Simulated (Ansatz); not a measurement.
Molecular dynamics of LiBr (part 4 of 4)

LiBr (16 atoms in the cell); DFT, r2SCAN, plane waves, PAW, no spin polarisation (Ansatz 0.2.0); cutoff 500 eV, 2×2×2 k-mesh, Fermi–Dirac smearing of 0.086 eV. The structure derives from an entry of the Crystallography Open Database. The geometry comes from this level: r2SCAN. It belongs to a series of runs on one base structure; here: NVT, Nosé–Hoover thermostat at 1000 K.

Geometry of the input (Å; fractional positions):
```
0.0000  5.4791  5.4791
5.4791  0.0000  5.4791
5.4791  5.4791  0.0000
Li 0.0000  0.0000  0.0000
Br 0.2500  0.2500  0.2500
Li 0.0000  -0.0000  0.5000
Br 0.2500  0.2500  0.7500
Li 0.0000  0.5000  -0.0000
Br 0.2500  0.7500  0.2500
Li 0.0000  0.5000  0.5000
Br 0.2500  0.7500  0.7500
Li 0.5000  0.0000  -0.0000
Br 0.7500  0.2500  0.2500
Li 0.5000  0.0000  0.5000
Br 0.7500  0.2500  0.7500
Li 0.5000  0.5000  -0.0000
Br 0.7500  0.7500  0.2500
Li 0.5000  0.5000  0.5000
Br 0.7500  0.7500  0.7500
```

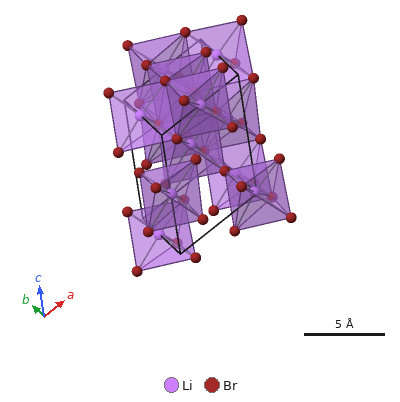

Fig. 1: The geometry at step 25 of the log (polyhedral view of the cell of the calculation, seen slightly off an axis; polyhedra are completed across the faces of the cell).

**Trajectory as extended XYZ, continued**
```
16
Lattice="0.0000 5.4791 5.4791 5.4791 0.0000 5.4791 5.4791 5.4791 0.0000" Properties=species:S:1:pos:R:3:forces:R:3 step=19 time_fs=19.0 energy=-24011.01914 temperature=682.7
Li    0.1582   -0.0204    0.0839    0.0885   0.1861   0.0640
Br    2.8232    2.7206    2.7567   -0.1396   0.0258   0.0394
Li    2.7814    2.8123    0.0937   -0.2983  -0.4189  -0.0932
Br    5.4873    5.5894    2.7044   -0.0454  -0.2892   0.1345
Li    3.0197   -0.0145    3.0684   -0.2369  -0.0333  -0.8210
Br    5.5128    2.6431    5.5216   -0.1113   0.3105  -0.1144
Li    5.4631    2.6105    2.7060    0.0737   0.2486   0.2712
Br    8.1263    5.4813    5.4176    0.1041  -0.1197   0.2952
Li   -0.0221    2.7572    2.8345    0.0227  -0.1142  -0.2601
Br    2.6258    5.4769    5.3805    0.5046  -0.1501   0.1526
Li    2.6038    5.4678    2.3870    0.3192   0.0167   0.7344
Br    5.3868    8.2023    5.5292    0.2210   0.1037  -0.0179
Li    2.5190    2.4890    5.4839    0.3227   0.6318   0.0348
Br    5.5536    5.4997    8.2236   -0.1539  -0.1511  -0.1230
Li    5.5125    5.6049    5.3618   -0.4156  -0.3210  -0.0692
Br    8.3067    8.2378    8.2903   -0.2557   0.0743  -0.2275
16
Lattice="0.0000 5.4791 5.4791 5.4791 0.0000 5.4791 5.4791 5.4791 0.0000" Properties=species:S:1:pos:R:3:forces:R:3 step=20 time_fs=20.0 energy=-24010.97935 temperature=662.5
Li    0.1682   -0.0193    0.0891    0.0670   0.1856   0.0634
Br    2.8274    2.7196    2.7576   -0.1469   0.0268   0.0419
Li    2.7805    2.8116    0.0977   -0.3043  -0.4236  -0.0967
Br    5.4877    5.5950    2.7027   -0.0490  -0.3038   0.1420
Li    3.0317   -0.0156    3.0776   -0.2382  -0.0341  -0.8484
Br    5.5144    2.6382    5.5237   -0.1160   0.3265  -0.1208
Li    5.4631    2.6063    2.7072    0.0761   0.2544   0.2754
Br    8.1216    5.4813    5.4146    0.1015  -0.1275   0.3112
Li   -0.0231    2.7567    2.8367    0.0253  -0.1128  -0.2639
Br    2.6202    5.4766    5.3754    0.5442  -0.1575   0.1577
Li    2.5999    5.4674    2.3758    0.3294   0.0158   0.7573
Br    5.3821    8.2016    5.5318    0.2332   0.1090  -0.0190
Li    2.5108    2.4823    5.4846    0.3281   0.6486   0.0344
Br    5.5574    5.5007    8.2238   -0.1608  -0.1590  -0.1290
Li    5.5097    5.6081    5.3548   -0.4206  -0.3268  -0.0678
Br    8.3112    8.2389    8.2939   -0.2690   0.0784  -0.2378
16
Lattice="0.0000 5.4791 5.4791 5.4791 0.0000 5.4791 5.4791 5.4791 0.0000" Properties=species:S:1:pos:R:3:forces:R:3 step=21 time_fs=21.0 energy=-24010.94200 temperature=643.7
Li    0.1783   -0.0180    0.0944    0.0418   0.1839   0.0623
Br    2.8317    2.7186    2.7585   -0.1542   0.0279   0.0443
Li    2.7791    2.8103    0.1015   -0.3090  -0.4262  -0.1000
Br    5.4881    5.6005    2.7010   -0.0526  -0.3186   0.1494
Li    3.0434   -0.0168    3.0857   -0.2392  -0.0347  -0.8713
Br    5.5161    2.6334    5.5259   -0.1209   0.3425  -0.1272
Li    5.4631    2.6025    2.7087    0.0782   0.2593   0.2784
Br    8.1168    5.4813    5.4116    0.0984  -0.1344   0.3259
Li   -0.0241    2.7562    2.8385    0.0281  -0.1105  -0.2665
Br    2.6146    5.4763    5.3704    0.5859  -0.1650   0.1626
Li    2.5965    5.4671    2.3657    0.3387   0.0149   0.7768
Br    5.3775    8.2008    5.5345    0.2452   0.1140  -0.0202
Li    2.5032    2.4764    5.4853    0.3324   0.6624   0.0339
Br    5.5611    5.5016    8.2239   -0.1673  -0.1667  -0.1349
Li    5.5064    5.6109    5.3477   -0.4233  -0.3312  -0.0654
Br    8.3156    8.2399    8.2974   -0.2824   0.0824  -0.2480
16
Lattice="0.0000 5.4791 5.4791 5.4791 0.0000 5.4791 5.4791 5.4791 0.0000" Properties=species:S:1:pos:R:3:forces:R:3 step=22 time_fs=22.0 energy=-24010.90738 temperature=626.2
Li    0.1885   -0.0165    0.0997    0.0129   0.1809   0.0609
Br    2.8360    2.7176    2.7595   -0.1615   0.0290   0.0467
Li    2.7773    2.8084    0.1053   -0.3123  -0.4265  -0.1030
Br    5.4885    5.6060    2.6993   -0.0562  -0.3336   0.1566
Li    3.0548   -0.0180    3.0926   -0.2399  -0.0351  -0.8892
Br    5.5177    2.6287    5.5280   -0.1258   0.3587  -0.1337
Li    5.4632    2.5990    2.7106    0.0803   0.2633   0.2800
Br    8.1121    5.4813    5.4087    0.0949  -0.1402   0.3391
Li   -0.0250    2.7555    2.8400    0.0311  -0.1073  -0.2678
Br    2.6091    5.4761    5.3653    0.6297  -0.1726   0.1673
Li    2.5935    5.4667    2.3566    0.3472   0.0139   0.7926
Br    5.3728    8.2001    5.5371    0.2571   0.1187  -0.0214
Li    2.4960    2.4715    5.4860    0.3355   0.6728   0.0332
Br    5.5649    5.5025    8.2241   -0.1736  -0.1742  -0.1408
Li    5.5025    5.6132    5.3405   -0.4237  -0.3342  -0.0623
Br    8.3199    8.2410    8.3009   -0.2958   0.0863  -0.2581
16
Lattice="0.0000 5.4791 5.4791 5.4791 0.0000 5.4791 5.4791 5.4791 0.0000" Properties=species:S:1:pos:R:3:forces:R:3 step=23 time_fs=23.0 energy=-24010.87573 temperature=610.3
Li    0.1987   -0.0146    0.1052   -0.0195   0.1768   0.0594
Br    2.8402    2.7167    2.7604   -0.1688   0.0301   0.0491
Li    2.7751    2.8059    0.1088   -0.3140  -0.4246  -0.1058
Br    5.4889    5.6115    2.6976   -0.0598  -0.3489   0.1637
Li    3.0658   -0.0192    3.0982   -0.2408  -0.0354  -0.9018
Br    5.5194    2.6240    5.5301   -0.1308   0.3750  -0.1403
Li    5.4635    2.5959    2.7129    0.0822   0.2663   0.2804
Br    8.1074    5.4813    5.4058    0.0910  -0.1448   0.3506
Li   -0.0259    2.7546    2.8411    0.0342  -0.1032  -0.2679
Br    2.6037    5.4757    5.3603    0.6757  -0.1803   0.1717
Li    2.5910    5.4664    2.3486    0.3548   0.0128   0.8046
Br    5.3682    8.1993    5.5397    0.2688   0.1232  -0.0227
Li    2.4892    2.4675    5.4869    0.3373   0.6799   0.0324
Br    5.5686    5.5034    8.2242   -0.1796  -0.1814  -0.1465
Li    5.4980    5.6150    5.3332   -0.4217  -0.3357  -0.0585
Br    8.3243    8.2421    8.3044   -0.3091   0.0901  -0.2683
16
Lattice="0.0000 5.4791 5.4791 5.4791 0.0000 5.4791 5.4791 5.4791 0.0000" Properties=species:S:1:pos:R:3:forces:R:3 step=24 time_fs=24.0 energy=-24010.84720 temperature=596.1
Li    0.2089   -0.0126    0.1107   -0.0554   0.1716   0.0576
Br    2.8444    2.7157    2.7614   -0.1761   0.0313   0.0514
Li    2.7724    2.8028    0.1123   -0.3142  -0.4206  -0.1085
Br    5.4893    5.6169    2.6959   -0.0634  -0.3644   0.1705
Li    3.0765   -0.0205    3.1026   -0.2419  -0.0355  -0.9088
Br    5.5210    2.6193    5.5322   -0.1361   0.3914  -0.1468
Li    5.4638    2.5932    2.7156    0.0840   0.2684   0.2795
Br    8.1027    5.4813    5.4029    0.0870  -0.1482   0.3602
Li   -0.0267    2.7536    2.8418    0.0375  -0.0982  -0.2668
Br    2.5984    5.4754    5.3553    0.7238  -0.1882   0.1759
Li    2.5890    5.4662    2.3417    0.3616   0.0118   0.8125
Br    5.3637    8.1986    5.5423    0.2804   0.1273  -0.0239
Li    2.4829    2.4644    5.4877    0.3380   0.6836   0.0314
Br    5.5723    5.5043    8.2243   -0.1854  -0.1882  -0.1521
Li    5.4929    5.6164    5.3259   -0.4174  -0.3357  -0.0538
Br    8.3286    8.2432    8.3079   -0.3225   0.0937  -0.2784
16
Lattice="0.0000 5.4791 5.4791 5.4791 0.0000 5.4791 5.4791 5.4791 0.0000" Properties=species:S:1:pos:R:3:forces:R:3 step=25 time_fs=25.0 energy=-24010.82190 temperature=583.6
Li    0.2190   -0.0103    0.1163   -0.0947   0.1653   0.0556
Br    2.8486    2.7147    2.7624   -0.1835   0.0324   0.0537
Li    2.7694    2.7991    0.1156   -0.3128  -0.4145  -0.1109
Br    5.4896    5.6223    2.6942   -0.0670  -0.3803   0.1772
Li    3.0869   -0.0219    3.1057   -0.2435  -0.0354  -0.9100
Br    5.5226    2.6147    5.5342   -0.1415   0.4079  -0.1534
Li    5.4643    2.5908    2.7187    0.0857   0.2696   0.2774
Br    8.0980    5.4812    5.4001    0.0829  -0.1501   0.3681
Li   -0.0275    2.7524    2.8421    0.0410  -0.0923  -0.2644
Br    2.5932    5.4751    5.3504    0.7738  -0.1962   0.1797
Li    2.5875    5.4659    2.3360    0.3676   0.0107   0.8162
Br    5.3591    8.1979    5.5450    0.2919   0.1310  -0.0252
Li    2.4771    2.4623    5.4886    0.3376   0.6837   0.0303
Br    5.5760    5.5052    8.2243   -0.1907  -0.1948  -0.1576
Li    5.4872    5.6172    5.3184   -0.4110  -0.3342  -0.0481
Br    8.3328    8.2443    8.3113   -0.3358   0.0971  -0.2885
16
Lattice="0.0000 5.4791 5.4791 5.4791 0.0000 5.4791 5.4791 5.4791 0.0000" Properties=species:S:1:pos:R:3:forces:R:3 step=26 time_fs=26.0 energy=-24010.79981 temperature=572.8
Li    0.2289   -0.0077    0.1220   -0.1371   0.1579   0.0534
Br    2.8528    2.7138    2.7633   -0.1909   0.0336   0.0560
Li    2.7658    2.7949    0.1187   -0.3098  -0.4063  -0.1130
Br    5.4900    5.6276    2.6926   -0.0706  -0.3964   0.1838
Li    3.0969   -0.0233    3.1076   -0.2457  -0.0352  -0.9054
Br    5.5242    2.6101    5.5363   -0.1471   0.4245  -0.1601
Li    5.4649    2.5888    2.7222    0.0873   0.2698   0.2740
Br    8.0933    5.4811    5.3973    0.0791  -0.1505   0.3741
Li   -0.0282    2.7511    2.8421    0.0446  -0.0856  -0.2609
Br    2.5880    5.4747    5.3454    0.8256  -0.2044   0.1833
Li    2.5865    5.4656    2.3313    0.3727   0.0097   0.8157
Br    5.3546    8.1972    5.5476    0.3031   0.1344  -0.0265
Li    2.4718    2.4612    5.4896    0.3360   0.6802   0.0291
Br    5.5797    5.5060    8.2244   -0.1958  -0.2010  -0.1630
Li    5.4809    5.6177    5.3109   -0.4024  -0.3313  -0.0416
Br    8.3370    8.2455    8.3147   -0.3491   0.1003  -0.2986
16
Lattice="0.0000 5.4791 5.4791 5.4791 0.0000 5.4791 5.4791 5.4791 0.0000" Properties=species:S:1:pos:R:3:forces:R:3 step=27 time_fs=27.0 energy=-24010.78089 temperature=563.6
Li    0.2387   -0.0050    0.1278   -0.1825   0.1495   0.0510
Br    2.8570    2.7128    2.7643   -0.1982   0.0348   0.0581
Li    2.7619    2.7900    0.1217   -0.3053  -0.3961  -0.1149
Br    5.4903    5.6329    2.6910   -0.0741  -0.4129   0.1901
Li    3.1066   -0.0248    3.1082   -0.2485  -0.0347  -0.8950
Br    5.5257    2.6056    5.5383   -0.1529   0.4413  -0.1668
Li    5.4656    2.5872    2.7261    0.0888   0.2691   0.2694
Br    8.0886    5.4810    5.3946    0.0755  -0.1494   0.3784
Li   -0.0289    2.7497    2.8417    0.0483  -0.0780  -0.2561
Br    2.5830    5.4743    5.3405    0.8790  -0.2128   0.1865
Li    2.5860    5.4654    2.3279    0.3769   0.0088   0.8109
Br    5.3502    8.1965    5.5502    0.3141   0.1375  -0.0279
Li    2.4669    2.4609    5.4906    0.3334   0.6733   0.0277
Br    5.5834    5.5068    8.2244   -0.2005  -0.2068  -0.1683
Li    5.4741    5.6176    5.3034   -0.3916  -0.3269  -0.0342
Br    8.3412    8.2466    8.3181   -0.3624   0.1033  -0.3088
16
Lattice="0.0000 5.4791 5.4791 5.4791 0.0000 5.4791 5.4791 5.4791 0.0000" Properties=species:S:1:pos:R:3:forces:R:3 step=28 time_fs=28.0 energy=-24010.76501 temperature=556.0
Li    0.2482   -0.0020    0.1336   -0.2302   0.1401   0.0484
Br    2.8611    2.7119    2.7653   -0.2056   0.0361   0.0602
Li    2.7575    2.7847    0.1245   -0.2992  -0.3840  -0.1165
Br    5.4907    5.6381    2.6894   -0.0775  -0.4297   0.1962
Li    3.1160   -0.0263    3.1076   -0.2522  -0.0340  -0.8791
Br    5.5273    2.6012    5.5403   -0.1590   0.4582  -0.1735
Li    5.4665    2.5860    2.7303    0.0901   0.2674   0.2635
Br    8.0839    5.4809    5.3919    0.0724  -0.1468   0.3810
Li   -0.0294    2.7482    2.8410    0.0522  -0.0695  -0.2503
Br    2.5780    5.4739    5.3356    0.9335  -0.2213   0.1894
Li    2.5861    5.4652    2.3255    0.3802   0.0079   0.8019
Br    5.3457    8.1959    5.5528    0.3248   0.1401  -0.0292
Li    2.4625    2.4617    5.4916    0.3298   0.6628   0.0263
Br    5.5870    5.5076    8.2244   -0.2049  -0.2122  -0.1736
Li    5.4668    5.6172    5.2957   -0.3788  -0.3212  -0.0260
Br    8.3454    8.2478    8.3214   -0.3756   0.1060  -0.3190
16
Lattice="0.0000 5.4791 5.4791 5.4791 0.0000 5.4791 5.4791 5.4791 0.0000" Properties=species:S:1:pos:R:3:forces:R:3 step=29 time_fs=29.0 energy=-24010.75196 temperature=550.0
Li    0.2575    0.0012    0.1395   -0.2799   0.1298   0.0457
Br    2.8652    2.7109    2.7663   -0.2131   0.0373   0.0622
Li    2.7527    2.7787    0.1272   -0.2915  -0.3700  -0.1178
Br    5.4910    5.6433    2.6878   -0.0810  -0.4468   0.2022
Li    3.1250   -0.0278    3.1057   -0.2567  -0.0331  -0.8578
Br    5.5288    2.5967    5.5423   -0.1653   0.4753  -0.1803
Li    5.4675    2.5851    2.7349    0.0914   0.2648   0.2565
Br    8.0792    5.4808    5.3893    0.0698  -0.1428   0.3821
Li   -0.0300    2.7466    2.8399    0.0562  -0.0602  -0.2433
Br    2.5732    5.4734    5.3307    0.9889  -0.2301   0.1921
Li    2.5867    5.4650    2.3243    0.3825   0.0070   0.7888
Br    5.3413    8.1952    5.5554    0.3353   0.1424  -0.0307
Li    2.4585    2.4633    5.4926    0.3252   0.6490   0.0248
Br    5.5906    5.5084    8.2244   -0.2090  -0.2171  -0.1786
Li    5.4589    5.6162    5.2881   -0.3642  -0.3140  -0.0169
Br    8.3495    8.2490    8.3247   -0.3888   0.1085  -0.3292
16
Lattice="0.0000 5.4791 5.4791 5.4791 0.0000 5.4791 5.4791 5.4791 0.0000" Properties=species:S:1:pos:R:3:forces:R:3 step=30 time_fs=30.0 energy=-24010.74152 temperature=545.3
Li    0.2663    0.0045    0.1455   -0.3310   0.1186   0.0428
Br    2.8693    2.7100    2.7673   -0.2205   0.0386   0.0641
Li    2.7474    2.7723    0.1297   -0.2821  -0.3543  -0.1187
Br    5.4913    5.6485    2.6863   -0.0843  -0.4643   0.2080
Li    3.1337   -0.0294    3.1027   -0.2620  -0.0319  -0.8315
Br    5.5303    2.5924    5.5443   -0.1720   0.4924  -0.1871
Li    5.4686    2.5846    2.7399    0.0925   0.2611   0.2485
Br    8.0746    5.4807    5.3867    0.0679  -0.1373   0.3818
Li   -0.0304    2.7449    2.8385    0.0603  -0.0500  -0.2352
Br    2.5685    5.4729    5.3258    1.0446  -0.2391   0.1945
Li    2.5878    5.4648    2.3241    0.3839   0.0062   0.7717
Br    5.3370    8.1946    5.5580    0.3455   0.1443  -0.0321
Li    2.4550    2.4659    5.4937    0.3194   0.6321   0.0232
Br    5.5942    5.5091    8.2244   -0.2127  -0.2217  -0.1835
Li    5.4505    5.6148    5.2804   -0.3477  -0.3055  -0.0069
Br    8.3535    8.2501    8.3280   -0.4019   0.1107  -0.3395
```
